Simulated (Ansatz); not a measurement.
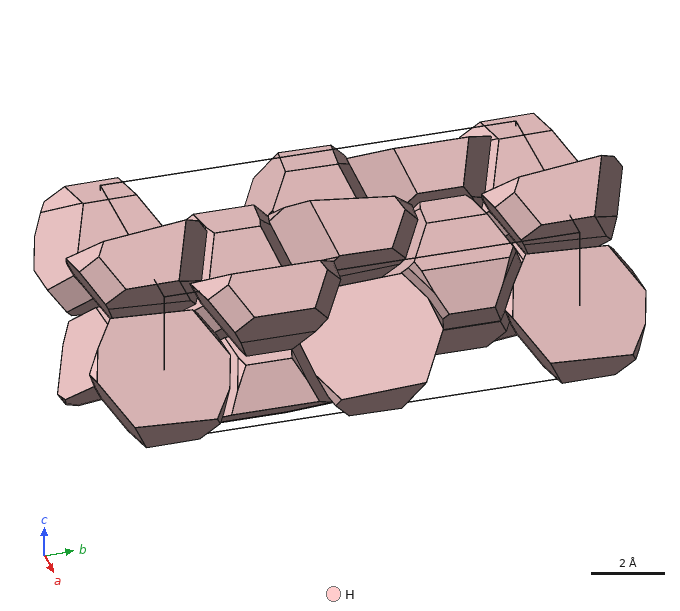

Computed Voronoi cells of the atoms in the unit cell of H (space group Pnma (No. 62), a = 6.161 Å, b = 11.957 Å, c = 4.623 Å, α = 90.00°, β = 90.00°, γ = 90.00°), coloured by the element inside, shrunk a little to part them. Origin: coordinates from a relaxation with DFT r2SCAN, scalar-relativistic, plane waves, PAW in Ansatz 0.2.0.

```csv
site,Wyckoff,x,y,z
H1,4c,0.5554,0.7500,0.4311
H2,4c,0.6249,0.7500,0.5620
H3,8d,0.4600,0.9970,0.0594
```

**What share of the volume falls to each element, and how large are the cells?**

H: 21.3 Å³ per atom, 100 % of the volume. The partition uses no radii, so it reflects positions alone and not ionic sizes.
